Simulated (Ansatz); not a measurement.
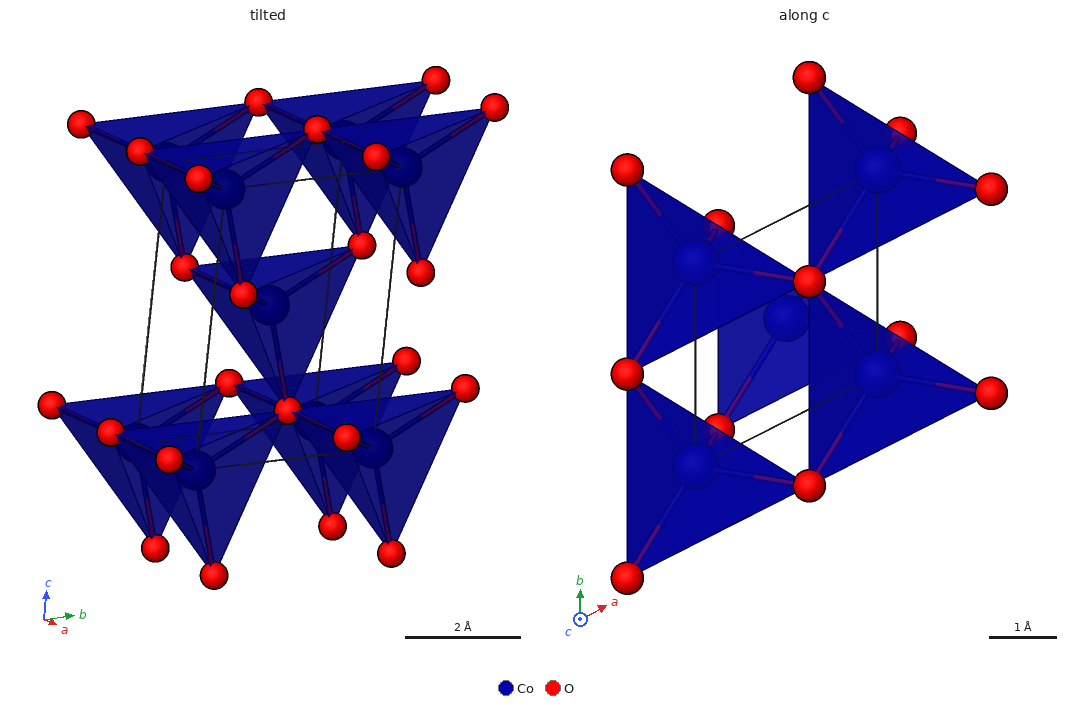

The crystal in a polyhedral representation, seen slightly off an axis and along the c axis. The unit cell is outlined; an atom on or near a face, edge or corner is repeated at each equivalent position. A few atoms beyond the faces are included. Cell: a = 3.20 Å, b = 3.20 Å, c = 5.46 Å, α = 72.92°, β = 72.92°, γ = 60.00°.

The structure comes from a structure listed in the Materials Project. Earlier steps of the study, as a rule a relaxation of our own, may have changed the cell and positions, so they can lie some per cent off the listed ones. Ansatz was used for an electronic-structure calculation on it.

**In words:**

The formula is CoO. Strictly the space group is R3m (No. 160, within 0.01 Å). It is a distorted form of a face-centred cubic structure, space group F-43m (No. 216) within 0.25 Å: zinc blende (sphalerite type). The cell comprises 2 formula units: 2 Co, 2 O. The polyhedra are CoO4 tetrahedra; they share corners. Each Co atom is coordinated by four O in a tetrahedral arrangement at about 1.9 to 2.0 Å. The coordination shell of O holds four Co in a tetrahedral arrangement at about 1.9 to 2.0 Å. The bonds build a three-dimensional framework.

Computational set-up: DFT PBEsol, scalar-relativistic, plane waves, PAW (Ansatz 0.2.0), a cutoff energy of 420 eV, k-points about 0.13 Å⁻¹ apart, Gaussian smearing of 0.1 eV, collinear spins.

**Which atoms carry magnetic moments in this run, and how do they order?**

The state reached is antiferromagnetic. Sizes: Co 2.0 μB; net moment 0.0 μB in the run's cell of 4 atoms.

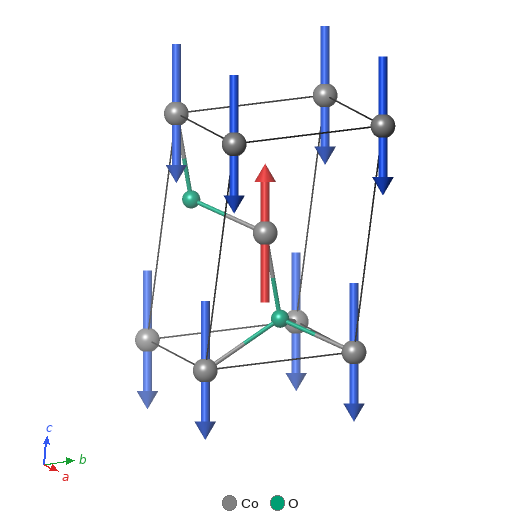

Site moments above 0.25 μB as arrows, small induced ones on non-metal atoms left out (red along the largest or up, blue against, purple across). The run's cell of 4 atoms is drawn in a reduced setting, so axes and origin can differ from the first picture.

**Does it come out as a metal, or with a gap?**

A metal: bands cross the Fermi level.

**Does this geometry sit at a stationary point of the energy?**

No. The largest force is 0.11 eV/Å, on Co and O. The pressure is -9.8 GPa, so the cell would contract.
